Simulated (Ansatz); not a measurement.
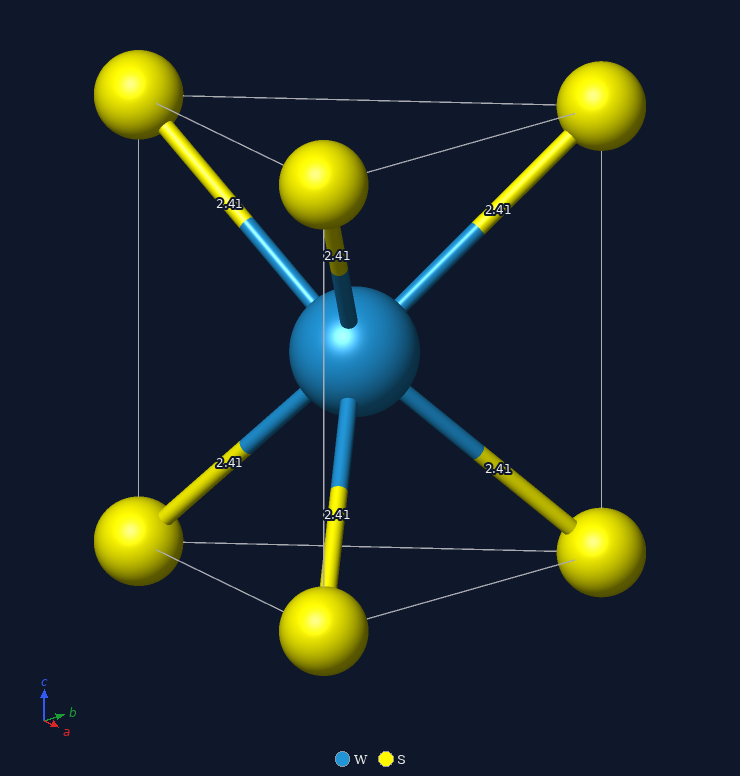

The WS6 unit about W in WS2. Source: the end point of a relaxation with DFT r2SCAN, scalar-relativistic, plane waves, PAW (Ansatz).

WS2, space group P-6m2 (No. 187), a = 3.181 Å, b = 3.181 Å, c = 16.951 Å, α = 90.00°, β = 90.00°, γ = 120.00°

```tsv
site	Wyckoff	x	y	z
W	1c	0.3333	0.6667	0.0000
S	2i	0.6667	0.3333	0.9080
```

**Compute the usual distortion measures of this polyhedron.**

It is closest to the trigonal prism.

```
                                 measure     value
                        mean bond length   2.409 Å
     bond-length distortion index (Baur)     0.000
   effective coordination number (Hoppe)      6.00
shape measure against the trigonal prism      0.01
    shape measure against the octahedron     16.70
     centre off the ligands' centroid by    0.00 Å
                       polyhedral volume  13.66 Å³
```
